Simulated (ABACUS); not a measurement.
# Run report: RbCl, band-structure run (part 1 of 2)

System: RbCl (Fm-3m, 2 atoms in the cell).
Method: Kohn-Sham DFT of a periodic cell, PBEsol, SSSP 1.3 efficiency PBE, no spin polarisation (ABACUS 3.10.1).

The structure derives from an entry of the Crystallography Open Database.

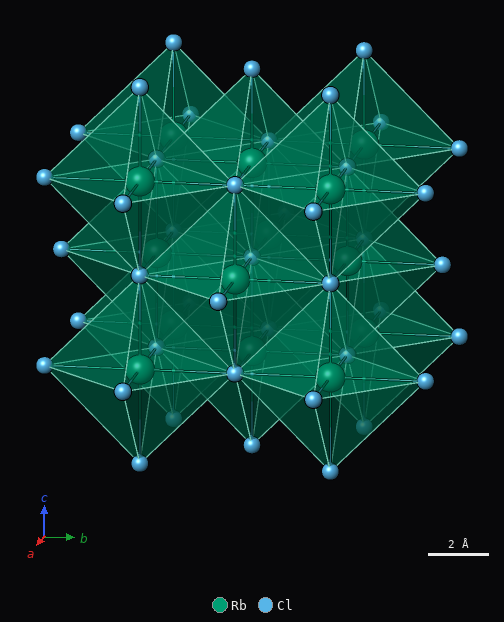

Fig. 1: The input geometry (polyhedral view of the cell 4 times as large as that of the calculation, set on its symmetry axes, seen slightly off an axis; polyhedra are completed across the faces of the cell). An atom can appear more than once, as a periodic image.

Input file:
```python
"""ABACUS run from a structure file: ASE reads it, the script writes STRU, KPT and INPUT."""
import re
import subprocess
from ase.io import read
from ase.units import Bohr

atoms = read("POSCAR")
atoms = atoms[(-atoms.numbers).argsort(kind="stable")]  # ABACUS lists atoms element by element
pseudo = {'Rb': 'Rb_ONCV_PBE-1.0.oncvpsp.upf', 'Cl': 'cl_pbe_v1.4.uspp.F.UPF'}
orbital = {}
magmoms = None
kmesh = [6, 6, 6]
params = {
    'suffix': 'RbCl',
    'calculation': 'scf',
    'basis_type': 'pw',
    'pseudo_dir': './',
    'symmetry': 1,
    'dft_functional': 'pbesol',
    'ecutwfc': 55,
    'pseudo_rcut': 10,
    'nspin': 1,
    'nbands': 18,
    'ks_solver': 'dav',
    'smearing_method': 'fd',
    'smearing_sigma': 0.00367493,
    'scf_thr': 1e-08,
    'scf_nmax': 100,
    'mixing_type': 'broyden',
    'mixing_beta': 0.7,
    'cal_force': 1,
    'cal_stress': 1,
    'ecutrho': 440,
    'out_chg': 1,
    'out_pot': 2,
    'out_elf': 0,
    'kpar': 4,
}

symbols = atoms.get_chemical_symbols()
elements = list(dict.fromkeys(symbols))
lines = ["ATOMIC_SPECIES"] + [f"{e} {atoms.get_masses()[symbols.index(e)]:.4f} {pseudo[e]}" for e in elements]
if orbital:
    lines += ["", "NUMERICAL_ORBITAL"] + [orbital[e] for e in elements]
lines += ["", "LATTICE_CONSTANT", f"{1 / Bohr:.10f}", "", "LATTICE_VECTORS"]
lines += [" ".join(f"{x:.10f}" for x in v) for v in atoms.cell]
lines += ["", "ATOMIC_POSITIONS", "Direct"]
for e in elements:
    lines += ["", e, "0.0", str(symbols.count(e))]
    for i, p in enumerate(atoms.get_scaled_positions(wrap=False)):
        if symbols[i] == e:
            mag = "" if magmoms is None else " mag " + " ".join(str(x) for x in (magmoms[i] if isinstance(magmoms[i], list) else [magmoms[i]]))
            lines.append(" ".join(f"{x:.10f}" for x in p) + " 1 1 1" + mag)
open("STRU", "w").write("\n".join(lines) + "\n")
open("KPT", "w").write("K_POINTS\n0\nGamma\n%d %d %d 0 0 0\n" % tuple(kmesh))
open("INPUT", "w").write("INPUT_PARAMETERS\n" + "".join(f"{k:<20s}{v}\n" for k, v in params.items()))

done = subprocess.run(['mpirun', '-np', '4', 'abacus'])
if done.returncode:
    raise SystemExit(done.returncode)
log = open("OUT.RbCl/running_scf.log").read()
print("final energy (eV):", re.findall(r"FINAL_ETOT_IS (\S+)", log))
```

File POSCAR:
```
RbCl
1.0
    0.0000000000      3.2740000000      3.2740000000
    3.2740000000      0.0000000000      3.2740000000
    3.2740000000      3.2740000000      0.0000000000
Rb Cl
1 1
Direct
    0.0000000000      0.0000000000      0.0000000000
    0.5000000000      0.5000000000      0.5000000000
```

File INPUT:
```
INPUT_PARAMETERS
suffix              RbCl
calculation         scf
basis_type          pw
pseudo_dir          ./
symmetry            1
dft_functional      pbesol
ecutwfc             55
pseudo_rcut         10
nspin               1
nbands              18
ks_solver           dav
smearing_method     fd
smearing_sigma      0.00367493
scf_thr             1e-08
scf_nmax            100
mixing_type         broyden
mixing_beta         0.7
cal_force           1
cal_stress          1
ecutrho             440
out_chg             1
out_pot             2
out_elf             0
kpar                4
```

File STRU:
```
ATOMIC_SPECIES
Rb 85.4678 Rb_ONCV_PBE-1.0.oncvpsp.upf
Cl 35.4500 cl_pbe_v1.4.uspp.F.UPF

LATTICE_CONSTANT
1.8897261258

LATTICE_VECTORS
0.0000000000 3.2740000000 3.2740000000
3.2740000000 0.0000000000 3.2740000000
3.2740000000 3.2740000000 0.0000000000

ATOMIC_POSITIONS
Direct

Rb
0.0
1
0.0000000000 0.0000000000 -0.0000000000 1 1 1

Cl
0.0
1
0.5000000000 0.5000000000 0.5000000000 1 1 1
```

File KPT:
```
K_POINTS
0
Gamma
6 6 6 0 0 0
```

Machine: 4 threads of Intel Xeon (Sapphire Rapids), 32 GiB of memory available, shared host.

Launched with:
```bash
OMP_NUM_THREADS=1 python run_abacus.py > log
```

Output:
```
ABACUS v3.10.1

               Atomic-orbital Based Ab-initio Computation at UStc

 ------------------------------------------------------------------------------------

 READING GENERAL INFORMATION
                           global_out_dir = OUT.RbCl/
                           global_in_card = INPUT
                               pseudo_dir = ./
                              orbital_dir =
                                    DSIZE = 4
                                    GSIZE = 1

 READING UNITCELL INFORMATION
                                    ntype = 2
                  lattice constant (Bohr) = 1.88973
              lattice constant (Angstrom) = 1

 READING ATOM TYPE 1
                               atom label = Rb
                      L=0, number of zeta = 1
                      L=1, number of zeta = 1
                      L=2, number of zeta = 1
             number of atom for this type = 1

 READING ATOM TYPE 2
                               atom label = Cl
                      L=0, number of zeta = 1
                      L=1, number of zeta = 1
                      L=2, number of zeta = 1
             number of atom for this type = 1

                        TOTAL ATOM NUMBER = 2
DIRECT COORDINATES
    atom                   x                   y                   z     mag                  vx                  vy                  vz
taud_Rb1            0.0000000000        0.0000000000        0.0000000000  0.0000        0.0000000000        0.0000000000        0.0000000000
taud_Cl1            0.5000000000        0.5000000000        0.5000000000  0.0000        0.0000000000        0.0000000000        0.0000000000

                          Volume (Bohr^3) = 473.656
                             Volume (A^3) = 70.1884

 Lattice vectors: (Cartesian coordinate: in unit of a_0)
                   +0              +3.274              +3.274
               +3.274                  +0              +3.274
               +3.274              +3.274                  +0
 Reciprocal vectors: (Cartesian coordinate: in unit of 2 pi/a_0)
            -0.152718           +0.152718           +0.152718
            +0.152718           -0.152718           +0.152718
            +0.152718           +0.152718           -0.152718
 The esolver type has been set to : ksdft_pw

                PAO radial cut off (Bohr) = 10

 Read in pseudopotential file is Rb_ONCV_PBE-1.0.oncvpsp.upf
                     pseudopotential type = NC
          exchange-correlation functional = PBE
                 nonlocal core correction = 0
                        valence electrons = 9
                                     lmax = 2
                           number of zeta = 3
                     number of projectors = 6
                           L of projector = 0
                           L of projector = 0
                           L of projector = 1
                           L of projector = 1
                           L of projector = 2
                           L of projector = 2
 XC functional updated to : pbesol
          exchange-correlation functional = PBESOL
                PAO radial cut off (Bohr) = 10

 Read in pseudopotential file is cl_pbe_v1.4.uspp.F.UPF
                     pseudopotential type = US
          exchange-correlation functional = PBE
                 nonlocal core correction = 1
                        valence electrons = 7
                                     lmax = 2
                           number of zeta = 2
                     number of projectors = 6
                           L of projector = 0
                           L of projector = 0
                           L of projector = 1
                           L of projector = 1
                           L of projector = 2
                           L of projector = 2
 XC functional updated to : pbesol
          exchange-correlation functional = PBESOL
     initial pseudo atomic orbital number = 9

 SETUP THE ELECTRONS NUMBER
            electron number of element Rb = 9
      total electron number of element Rb = 9
            electron number of element Cl = 7
      total electron number of element Cl = 7
            AUTOSET number of electrons:  = 16
                           occupied bands = 8
                                   NBANDS = 18
                                   NLOCAL = 18

%%%%%%%%%%%%%%%%%%%%%%%%%%%%%%%%%%%%%%%%%%%%%%%%%%%%%%%%%%%%%%%%%%%%%%%%%%%%%%%%%%%%%%%%%%%%%%%%%%%%%%%%%%
 Warning: the number of valence electrons in pseudopotential > 1 for Rb: [Kr] 5s1
 Pseudopotentials with additional electrons can yield (more) accurate outcomes, but may be less efficient.
 If you're confident that your chosen pseudopotential is appropriate, you can safely ignore this warning.
%%%%%%%%%%%%%%%%%%%%%%%%%%%%%%%%%%%%%%%%%%%%%%%%%%%%%%%%%%%%%%%%%%%%%%%%%%%%%%%%%%%%%%%%%%%%%%%%%%%%%%%%%%

 SETUP THE PLANE WAVE BASIS
 energy cutoff for charge/potential (unit:Ry) = 220
            fft grid for charge/potential = [ 45, 45, 45 ]
                        fft grid division = [ 1, 1, 1 ]
        big fft grid for charge/potential = [ 60, 60, 60 ]
                                     nbxx = 216000
                                     nrxx = 91125

 SETUP PLANE WAVES FOR CHARGE/POTENTIAL
                    number of plane waves = 26229
                         number of sticks = 1159

 PARALLEL PW FOR CHARGE/POTENTIAL
     PROC   COLUMNS(POT)             PW
        1           1159          26229
 --------------- sum -------------------
        1           1159          26229
                            number of |g| = 288
                                  max |g| = 19.8711
                                  min |g| = 0

 energy cutoff for dense charge/potential (unit:Ry) = 440
      fft grid for dense charge/potential = [ 60, 60, 60 ]
                                     nrxx = 216000

 SETUP PLANE WAVES FOR dense CHARGE/POTENTIAL
                    number of plane waves = 73889
                         number of sticks = 2335

 PARALLEL PW FOR dense CHARGE/POTENTIAL
     PROC   COLUMNS(POT)             PW
        1           2335          73889
 --------------- sum -------------------
        1           2335          73889
                            number of |g| = 571
                                  max |g| = 39.7422
                                  min |g| = 0

----------- Double Check Mixing Parameters Begin ------------
mixing_type: broyden
mixing_beta: 0.7
mixing_gg0: 1
mixing_gg0_min: 0.1
mixing_ndim: 8
----------- Double Check Mixing Parameters End ------------

 LATTICE VECTORS: (CARTESIAN COORDINATE: IN UNIT OF A0)
                   +0              +3.274              +3.274
               +3.274                  +0              +3.274
               +3.274              +3.274                  +0
                       right hand lattice = 1
                                   NORM_A = 4.63014
                                   NORM_B = 4.63014
                                   NORM_C = 4.63014
                           ALPHA (DEGREE) = 60
                           BETA  (DEGREE) = 60
                           GAMMA (DEGREE) = 60

 The lattice vectors have been changed (STRU_SIMPLE.cif)

(for optimal symmetric configuration:)
                             BRAVAIS TYPE = 3
                     BRAVAIS LATTICE NAME = 03. Cubic F (face-centered)
                                    ibrav = 3
                                    IBRAV = 3
                                  BRAVAIS = FACE CENTERED CUBIC
                       LATTICE CONSTANT A = 6.548
Original cell was already a primitive cell.
                        ROTATION MATRICES = 48
              PURE POINT GROUP OPERATIONS = 48
                   SPACE GROUP OPERATIONS = 48
                              POINT GROUP = O_h
               POINT GROUP IN SPACE GROUP = O_h

 SETUP K-POINTS
                                    nspin = 1
                   Input type of k points = Monkhorst-Pack(Gamma)
                                   nkstot = 216
                       right hand lattice = 1
(for reciprocal lattice: )
                             BRAVAIS TYPE = 2
                     BRAVAIS LATTICE NAME = 02. Cubic I (body-centered)
                                    ibrav = 2
                       right hand lattice = 1
(for k-lattice: )
                             BRAVAIS TYPE = 2
                     BRAVAIS LATTICE NAME = 02. Cubic I (body-centered)
                                    ibrav = 2
                       right hand lattice = 1
                        ROTATION MATRICES = 48
                               nkstot_ibz = 16
K-POINTS REDUCTION ACCORDING TO SYMMETRY
     IBZ    DIRECT_X    DIRECT_Y    DIRECT_Z  WEIGHT  ibz2bz
       1  0.00000000  0.00000000  0.00000000  0.0046       0
       2  0.16666667  0.16666667  0.16666667  0.0370       1
       3  0.33333333  0.33333333  0.33333333  0.0370       2
       4  0.50000000  0.50000000  0.50000000  0.0185       3
       5  0.16666667  0.16666667  0.00000000  0.0278       7
       6  0.33333333  0.33333333  0.16666667  0.1111       8
       7  0.50000000  0.50000000  0.33333333  0.1111       9
       8  0.50000000  0.33333333  0.33333333  0.1111      10
       9  0.33333333  0.16666667  0.16666667  0.0556      11
      10  0.33333333  0.33333333  0.00000000  0.0278      14
      11  0.50000000  0.50000000  0.16666667  0.1111      15
      12 -0.33333333  0.33333333  0.33333333  0.0556      16
      13  0.50000000  0.50000000  0.00000000  0.0139      21
      14  0.50000000  0.33333333  0.16666667  0.1111      51
      15  0.50000000  0.33333333 -0.33333333  0.1111      52
      16  0.50000000  0.33333333 -0.16666667  0.0556      58

                               nkstot now = 16
[... K-POINTS DIRECT COORDINATES: 16 rows ...]

           k-point number in this process = 4
       minimum distributed K point number = 4
[... stars of the k points ...]

[... K-POINTS CARTESIAN COORDINATES: 4 rows ...]

[... K-POINTS DIRECT COORDINATES: 4 rows ...]

 SETUP PLANE WAVES FOR WAVE FUNCTIONS
     energy cutoff for wavefunc (unit:Ry) = 55
              fft grid for wave functions = [ 45, 45, 45 ]
                    number of plane waves = 3839
                         number of sticks = 313

 PARALLEL PW FOR WAVE FUNCTIONS
     PROC   COLUMNS(POT)             PW
        1            313           3839
 --------------- sum -------------------
        1            313           3839
```
